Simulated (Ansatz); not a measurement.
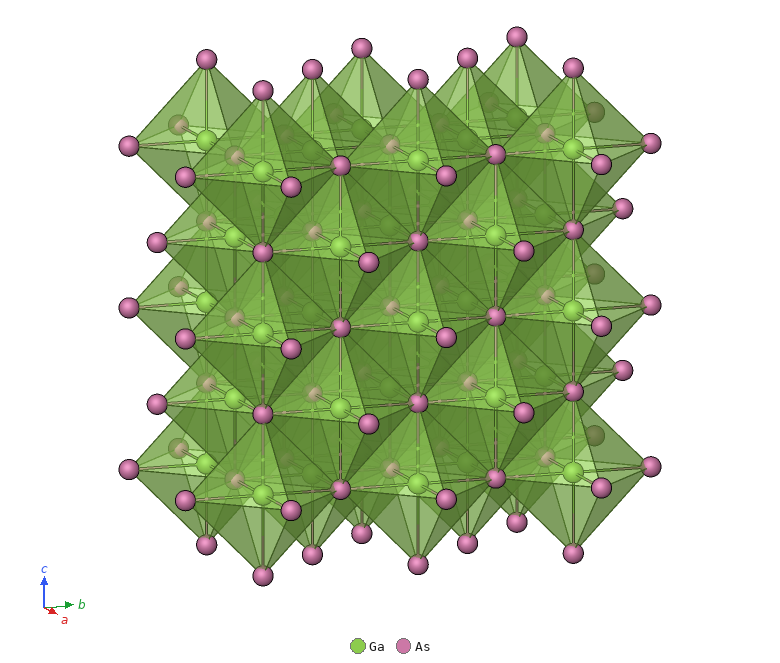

Polyhedra are drawn about Ga (bonds: As–Ga below 3 Å); other atoms are plain spheres.

GaAs (space group Fm-3m, No. 225): the input geometry of an electronic-structure calculation (not necessarily at equilibrium); the starting structure was generated, so it need not be a known form of this composition.

Sharing among the drawn polyhedra:

```json
{"site": "Ga", "polyhedron": "GaAs6 octahedron", "corner-sharing neighbours": "6", "edge-sharing": "12", "face-sharing": "0", "bond (Å)": "2.66"}
```

They form a three-dimensional framework of corner- and edge-sharing octahedra.
